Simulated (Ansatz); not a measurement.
# BAs: geometry relaxation (part 2 of 2)

BAs (P-6m2, 2 atoms in the cell); DFT, LDA, PAW with Ansatz's default frozen-core files, scalar-relativistic, no spin polarisation (Ansatz 0.2.0); cutoff 420 eV, 18×18×16 k-mesh, Fermi–Dirac smearing of 0.08 eV. The structure was built on a prototype by a generator; it need not be a known phase. Its volume is 0.66 times that of the source entry. It belongs to a series of runs on one base structure; here: WC relaxed under pressure, PAW files.

Geometry of the input (Å; fractional positions):
```
2.6321  0.0000  0.0000
-1.3161  2.2795  0.0000
0.0000  0.0000  2.5795
B  0.0000  0.0000  0.0000
As 0.3333  0.6667  0.5000
```

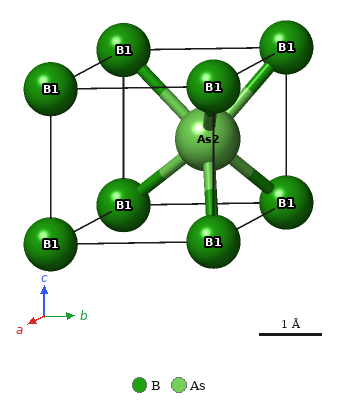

Figure 1. The geometry at step 2 of the log (ball-and-stick view of the cell of the calculation, seen slightly off an axis; atoms are numbered from 1 in the order of the input).

### The program's output, continued
```
relax step   4: F+E_penalty+E_count = -4918.73404023 eV  Δ(F+E_penalty+E_count) = +1.995e-3 eV  max|allowed force component| = 1.712e-16 eV/Å  Δτ_max = 0.0000 Å  P = +140.019 GPa  Ω = 15.756 Å³  energy of the carried Pulay correction = -4.473e-4 eV  (3 SCF iters, dr2 threshold 2.00e-7 eV, accepted)
Initial wavefunctions: pseudopotential atomic-orbital guess (no wavefunctions were taken with the density)
iter 1 solved again at ethr=7.61e-9 eV; its pass at ethr=3.10e-3 eV (dr2=1.37e-6 eV) is discarded
SCF iter   1: F=—  HF=-4918.734558 eV  |F-HF|=—  |Δ(HF+E_count)|=         —  Δρ=6.89e-5  dr2=1.01e-7  ethr=7.61e-9  ⟨swp⟩=3.2  Hψ=35142  notcnv=0
SCF iter   2: F=—  HF=-4918.734558 eV  |F-HF|=—  |Δ(HF+E_count)|=   6.32e-8  Δρ=3.56e-5  dr2=3.00e-8  ethr=5.61e-10  ⟨swp⟩=2.0  Hψ=6092  notcnv=0
SCF iter   3: F=—  HF=-4918.734558 eV  |F-HF|=—  |Δ(HF+E_count)|=   3.39e-8  Δρ=7.15e-6  dr2=1.36e-9  ethr=1.67e-10  ⟨swp⟩=1.6  Hψ=5189  notcnv=0
SCF iter   4: F=—  HF=-4918.734558 eV  |F-HF|=—  |Δ(HF+E_count)|=  8.57e-10  Δρ=1.16e-6  dr2=9.88e-11  ethr=7.53e-12  ⟨swp⟩=2.0  Hψ=7300  notcnv=0
SCF iter   5: F=-4918.734558 eV  HF=-4918.734558 eV  |F-HF|=1.82e-12  |Δ(HF+E_count)|=  3.64e-12  Δρ=2.55e-7  dr2=2.84e-12  ethr=1.00e-12  ⟨swp⟩=4.0  Hψ=13790  notcnv=0
SCF 5 converged in 5 iterations: F = -4918.734558 eV  dr2 = 2.84e-12
relax step   5: F+E_penalty+E_count = -4918.73455797 eV  Δ(F+E_penalty+E_count) = -5.177e-4 eV  max|allowed force component| = 1.342e-16 eV/Å  Δτ_max = 0.0000 Å  P = +140.065 GPa  Ω = 15.756 Å³  stress off target by 8.92e-2 GPa  SCF on the basis re-selected at this cell (its energy is not comparable with the rows above)  (5 SCF iters)
basis re-selected at this cell: Δ(F+E_penalty+E_count) = -5.177e-4 eV, ΔP = +0.047 GPa vs the last step (what re-selecting the basis moved, of the pressure what is left beyond the Pulay correction that the steps carried, after the strain that the cell walked since its last selection, with what the two solves' SCF thresholds leave and, on support functions, any second-order correction that the steps lacked; it is no measure of the basis error at this ecutwfc). This SCF's stress stands 8.92e-2 GPa from its target on what of the cell is left free (relax.cell.stress_tol is 7.00e-2 GPa) and its largest allowed force component is 1.34e-16 eV/Å (relax.f_tol is 5.00e-3 eV/Å): not within both, so this SCF does not close the relaxation
Crystal: 2 atoms, lattice volume = 15.757 Å³
iter 1 solved again at ethr=6.03e-10 eV; its pass at ethr=3.10e-3 eV (dr2=1.09e-7 eV) is discarded
SCF iter   1: F=—  HF=-4918.735991 eV  |F-HF|=—  |Δ(HF+E_count)|=         —  Δρ=2.49e-5  dr2=1.09e-7  ethr=6.03e-10  ⟨swp⟩=1.2  Hψ=24044  notcnv=0
preconditioner: auto → none  [metal: Δε(μ)=0.021 eV  Ē_g=31.433 eV  σ=0.080 eV  W_gap=0.06  n_scr=8 (ndim 8)  ℏωp=39.7 eV  f_vac=0.000  D(μ)=0.64/eV (n_scr^D=2)]
SCF iter   2: F=-4918.735991 eV  HF=-4918.735991 eV  |F-HF|=1.52e-9  |Δ(HF+E_count)|=   3.97e-8  Δρ=4.72e-6  dr2=2.08e-9  ethr=1.10e-10  ⟨swp⟩=2.9  Hψ=15427  notcnv=0
SCF 6 converged in 2 iterations: F = -4918.735991 eV  dr2 = 2.08e-9
relax step   6: F+E_penalty+E_count = -4918.73599062 eV  Δ(F+E_penalty+E_count) = -1.433e-3 eV  max|allowed force component| = 2.082e-16 eV/Å  Δτ_max = 0.0000 Å  P = +139.998 GPa  Ω = 15.757 Å³  energy of the carried Pulay correction = -2.648e-6 eV  (2 SCF iters, dr2 threshold 1.99e-8 eV, accepted)
iter 1 solved again at ethr=5.31e-9 eV; its pass at ethr=3.10e-3 eV (dr2=9.56e-7 eV) is discarded
SCF iter   1: F=—  HF=-4918.735992 eV  |F-HF|=—  |Δ(HF+E_count)|=         —  Δρ=4.85e-6  dr2=2.19e-9  ethr=5.31e-9  ⟨swp⟩=3.2  Hψ=35352  notcnv=0
SCF iter   2: F=—  HF=-4918.735992 eV  |F-HF|=—  |Δ(HF+E_count)|=   4.79e-8  Δρ=2.25e-6  dr2=3.59e-10  ethr=1.22e-11  ⟨swp⟩=2.1  Hψ=7268  notcnv=0
SCF iter   3: F=—  HF=-4918.735992 eV  |F-HF|=—  |Δ(HF+E_count)|=  9.09e-12  Δρ=8.47e-7  dr2=4.82e-11  ethr=2.00e-12  ⟨swp⟩=2.5  Hψ=6151  notcnv=0
SCF iter   4: F=-4918.735992 eV  HF=-4918.735992 eV  |F-HF|=0.00e0  |Δ(HF+E_count)|=  1.36e-11  Δρ=1.18e-7  dr2=1.38e-12  ethr=1.00e-12  ⟨swp⟩=4.0  Hψ=13461  notcnv=0
SCF 7 converged in 4 iterations: F = -4918.735992 eV  dr2 = 1.38e-12
relax step   7: F+E_penalty+E_count = -4918.73599227 eV  Δ(F+E_penalty+E_count) = -1.644e-6 eV  max|allowed force component| = 1.665e-16 eV/Å  Δτ_max = 0.0000 Å  P = +139.998 GPa  Ω = 15.757 Å³  stress off target by 2.73e-3 GPa  SCF on the basis re-selected at this cell (its energy is not comparable with the rows above)  (4 SCF iters)
basis re-selected at this cell: Δ(F+E_penalty+E_count) = -1.644e-6 eV, ΔP = +0.000 GPa vs the last step (what re-selecting the basis moved, of the pressure what is left beyond the Pulay correction that the steps carried, after the strain that the cell walked since its last selection, with what the two solves' SCF thresholds leave and, on support functions, any second-order correction that the steps lacked; it is no measure of the basis error at this ecutwfc). This SCF's stress stands 2.73e-3 GPa from its target on what of the cell is left free (relax.cell.stress_tol is 7.00e-2 GPa) and its largest allowed force component is 1.67e-16 eV/Å (relax.f_tol is 5.00e-3 eV/Å): within both
SCF converged after 4 iterations
Free energy (F): -4918.735992 eV
Harris-Foulkes:  -4918.735992 eV  (|F-HF|=0.00e0)
Internal energy: -4918.722958 eV  (E = F + TS)
E sigma→0 (E₀):  -4918.729475 eV
Entropy (-TS):   -0.013034 eV (-6.517 meV/atom)
Fermi energy:    21.645650 eV
--- Per-component energies (eV) ---
  E_band       = -42.338169
  E_kinetic    = 173.013442
  E_local      = -1126.661869  (includes V_loc(G=0)·N_el)
  E_nonlocal   = -648.355435
  E_hartree    = 733.598661
  E_xc         = -119.447101
  E_vxc        = -128.648644  (∫ρ·V_xc dr)
  E_paw        = -1828.385633  (= ΣΔE_a)
  E_vpaw       = 221.117017  (= ΣTr[D̂ρ^β])
  E_aug_tail   = 0.000009  (compensation charges beyond the density's cutoff)
  E_ewald      = -2104.606097
  E_core_change = 2.121064  (= ΣΔE_core)
  E_smearing   = -0.013034  (= −TS)
  E_closure    = -0.000000  (closes the sum)
  Σ components = -4918.735992   (vs F -4918.735992, Δ=0.00e0)
--- Forces (eV/Å), atoms counted from 1 ---
  atom   1  B     -0.00000000    -0.00000000     0.00000000
  atom   2  As     0.00000000     0.00000000    -0.00000000
  max |Σ_I F_I| component: 2.59e-16 eV/Å
--- Stress (GPa, compression-positive) ---
      139.998051       0.000000       0.000000
        0.000000     139.998051       0.000000
        0.000000       0.000000     139.997265
  P = ⅓ Tr σ = 139.9978 GPa (1399.978 kbar)
--- Band table (eV; the first three rows and the last of 333) ---
  k-point 0: bands = ["-15.1271", "-15.0615", "-15.0615", "-14.9479", "-14.9479", "0.5162", "17.9533", "22.8099", "22.8099", "25.1062", "28.7589", "28.7589", "31.9349"]
  k-point 1: bands = ["-15.1218", "-15.0612", "-15.0612", "-14.9497", "-14.9497", "0.5928", "17.2577", "22.8849", "22.8849", "25.8997", "28.8178", "28.8178", "31.9422"]
  k-point 2: bands = ["-15.1068", "-15.0602", "-15.0602", "-14.9550", "-14.9550", "0.8219", "15.7181", "23.1074", "23.1074", "27.6990", "28.9883", "28.9883", "31.9834"]
  k-point 332: bands = ["-15.0625", "-15.0607", "-15.0033", "-14.9853", "-14.8937", "12.4450", "12.7684", "13.6532", "16.3223", "17.3471", "17.4221", "36.8300", "38.2139"]
--- Relaxed structure (5 steps of the walk, 5 accepted, 2 SCFs on fresh bases) ---
  F+E_penalty+E_count = -4918.73599227 eV   max|allowed force component| = 1.665e-16 eV/Å   (the final SCF, on the basis selected at the relaxed cell)
  cell:  # Å, volume = 15.7574 Å³
    - [2.6339921988650667, -9.764038590514017e-33, 0.0]
    - [-1.3169960994325334, 2.2811041575871807, 0.0]
    - [0.0, 0.0, 2.622560459769358]
  atoms:
    - { symbol: B, position: [-1.5407439555097887e-33, -2.7755575615628914e-17, 0.0] }
    - { symbol: As, position: [0.3333333333333333, 0.6666666666666666, 0.5] }
```

### Trajectory as extended XYZ (Å, eV, eV/Å), 7 frames, from step=1 to step=7
```
2
Lattice="2.6321 0.0000 0.0000 -1.3161 2.2795 0.0000 0.0000 0.0000 2.5795" Properties=species:S:1:pos:R:3:forces:R:3 step=1 energy=-4918.47512 pressure_GPa=152.33
B     0.0000    0.0000    0.0000    0.0000   0.0000   0.0000
As    0.0000    1.5196    1.2897    0.0000   0.0000   0.0000
2
Lattice="2.6395 0.0000 0.0000 -1.3197 2.2859 0.0000 0.0000 0.0000 2.6058" Properties=species:S:1:pos:R:3:forces:R:3 step=2 energy=-4918.70349 pressure_GPa=141.80
B     0.0000    0.0000    0.0000    0.0000   0.0000   0.0000
As    0.0000    1.5239    1.3029    0.0000   0.0000   0.0000
2
Lattice="2.6350 0.0000 0.0000 -1.3175 2.2820 0.0000 0.0000 0.0000 2.6206" Properties=species:S:1:pos:R:3:forces:R:3 step=3 energy=-4918.73603 pressure_GPa=139.99
B     0.0000    0.0000    0.0000    0.0000   0.0000   0.0000
As    0.0000    1.5213    1.3103    0.0000   0.0000   0.0000
2
Lattice="2.6340 0.0000 0.0000 -1.3170 2.2811 0.0000 0.0000 0.0000 2.6224" Properties=species:S:1:pos:R:3:forces:R:3 step=4 energy=-4918.73404 pressure_GPa=140.02
B     0.0000    0.0000    0.0000    0.0000   0.0000   0.0000
As    0.0000    1.5207    1.3112    0.0000   0.0000   0.0000
2
Lattice="2.6340 0.0000 0.0000 -1.3170 2.2811 0.0000 0.0000 0.0000 2.6224" Properties=species:S:1:pos:R:3:forces:R:3 step=5 energy=-4918.73456 pressure_GPa=140.07
B     0.0000    0.0000    0.0000    0.0000   0.0000   0.0000
As    0.0000    1.5207    1.3112    0.0000   0.0000   0.0000
2
Lattice="2.6340 0.0000 0.0000 -1.3170 2.2811 0.0000 0.0000 0.0000 2.6226" Properties=species:S:1:pos:R:3:forces:R:3 step=6 energy=-4918.73599 pressure_GPa=140.00
B     0.0000    0.0000    0.0000    0.0000   0.0000   0.0000
As    0.0000    1.5207    1.3113    0.0000   0.0000   0.0000
2
Lattice="2.6340 0.0000 0.0000 -1.3170 2.2811 0.0000 0.0000 0.0000 2.6226" Properties=species:S:1:pos:R:3:forces:R:3 step=7 energy=-4918.73599 pressure_GPa=140.00
B     0.0000    0.0000    0.0000    0.0000   0.0000   0.0000
As    0.0000    1.5207    1.3113    0.0000   0.0000   0.0000
```

### Summary

| quantity | value |
| --- | --- |
| outcome | converged |
| space group (tolerance 0.01 Å) | P-6m2 (187) |
| electrons treated | 18 |
| free energy | −4918.7360 eV |
| Fermi energy | 21.646 eV |
| pressure | 140.00 GPa |
| final volume | 15.76 Å³ |
| largest force (length of the vector) at the end | under 0.001 eV/Å |
| final cell | a = 2.634 Å, b = 2.634 Å, c = 2.623 Å, α = 90.00°, β = 90.00°, γ = 120.00° |
| hardware | 1 thread of Arm Neoverse V1, 24 GiB of memory available, shared host |
| wall time | 52 s |
| peak memory | 0.38 GiB |

### Remarks

The cell was relaxed to the target pressure of the input; what is minimised is then the enthalpy E + pV.
